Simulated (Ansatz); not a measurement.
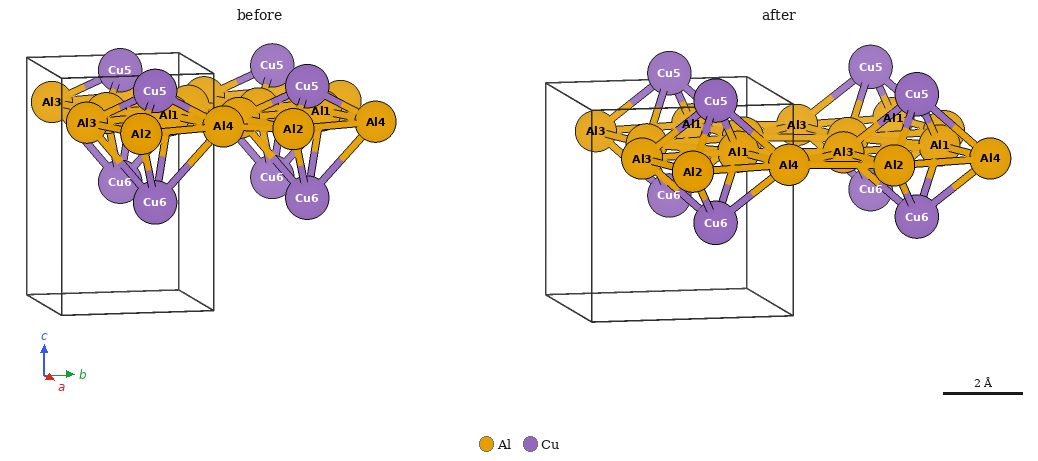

The structure of crystalline Al$_{2}$Cu (a generated structure, set up in P4) (coarse preliminary run) before (left) and after (right) a relaxation, at one scale.

Style: ball-and-stick. Shown: the cell of the calculation, repeated 2 × 2 × 1 with one cell outlined, slightly off an axis.

These are results of DFT PBE, scalar-relativistic, plane waves, PAW (Ansatz 0.2.0), not measurements. (plane-wave cutoff 420 eV; k-point mesh 4 × 4 × 4; occupations gaussian; smearing width 0.1 eV; no spin polarisation; cell and atoms relaxed; force threshold 0.04 eV/Å; at most 70 steps)

What changed between the two?

The energy falls by 31.320 eV per cell of the calculation in 12 accepted moves (15 points after the start). The largest force component goes from 11 to 0.032 eV/Å. Pressure: 118.45 GPa at the start and 0.15 GPa at the end. The line search rejected the trial step at point 13 of the run. The SCF was repeated twice at an unchanged geometry on a basis and grid sized afresh for the cell, which shifted the energy by 0.761 eV per cell of the calculation at most. Cu5 moves most relative to the cell: 0.63 Å along +c. By element the largest moves are Cu 0.63 Å, Al 0.47 Å. The volume changes by +56.2 %, with a = b 3.956 → 5.233 Å (+32.3 %), c 6.066 → 5.416 Å (−10.7 %). Some distances before and after: Al1–Al2 1.638 → 2.700 Å, Cu5–Cu6 3.214 → 2.288 Å, Al1–Al3 1.842 → 2.665 Å, Al1–Cu5 1.963 → 2.499 Å. New bonds form, among them: Cu5–Cu6 (3.21 → 2.29 Å). Bond angles that change, for instance: Al1–Cu5–Al2 128.0° → 102.5°, Al1–Cu6–Al2 83.1° → 102.5°, Al1–Cu5–Al3 78.9° → 66.9°. The space group (tolerance 0.01 Å) goes from P4 (No. 75) to P4/m (No. 83). The run took 84 s on 1 thread of Intel(R) Xeon(R) Platinum 8488C (Sapphire Rapids) (shared host), peak memory 0.42 GiB.

Limits of the set-up: the k-point mesh is coarse for a cell with partly filled bands.
